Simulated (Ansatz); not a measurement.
Input of the run:

```
crystal:
  lattice:
    - [4.1302525738, 0.0, 0.0]
    - [-2.0651262869, 3.5769036529, 0.0]
    - [0.0, 0.0, 7.0264645261]
  atoms:
    - { symbol: Cd, position: [0.0, 0.0, 0.0] }
    - { symbol: I, position: [0.3333333333, 0.6666666667, 0.2519209439] }
    - { symbol: I, position: [0.6666666667, 0.3333333333, 0.7480790561] }
kpoints:
  mp_grid: { grid: [12, 12, 4] }
  band_path:
    path:
      - [0.0, 0.0, 0.0]
      - [0.5, 0.0, 0.0]
      - [0.3333333333, 0.3333333333, 0.0]
      - [0.0, 0.0, 0.5]
      - [0.5, 0.0, 0.5]
      - [0.3333333333, 0.3333333333, 0.5]
      - [0.0, 0.041667, -0.382813]
      - [0.0, 0.466146, 0.382813]
    npoints: 1
hamiltonian:
  xc: r2scan
scf:
  occupations: { method: fixed }
  n_extra_bands: 4
output:
  forces: true
  stress: true
  eigenvalues: true
```

Command:
```bash
ansatz run input.yaml --threads 4 --pin off --max-ram 5529MiB --backend cpu --events-out ev --progress --plain --runs-dir out
```

Predict the main features of the density of states.

There is a gap; over the k points computed it is 2.62 eV (indirect; the smallest direct gap is 3.10 eV). The upper group of valence states starts about 4.2 eV under the valence-band top, with a gap beneath it; it holds about 12 electrons a cell.

Spin-orbit coupling is left out, which matters for I.

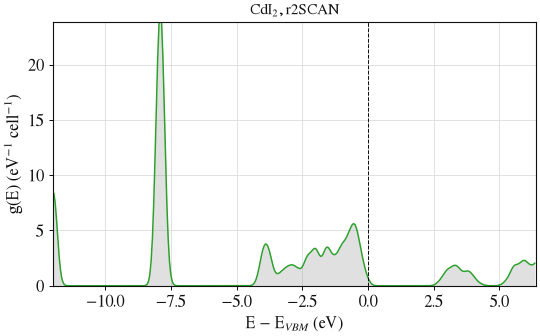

Density of states. Energies are counted from the top of the valence band. The curve is built from the levels of the k mesh with Gaussians 0.3 eV wide, which also blur the band edges.
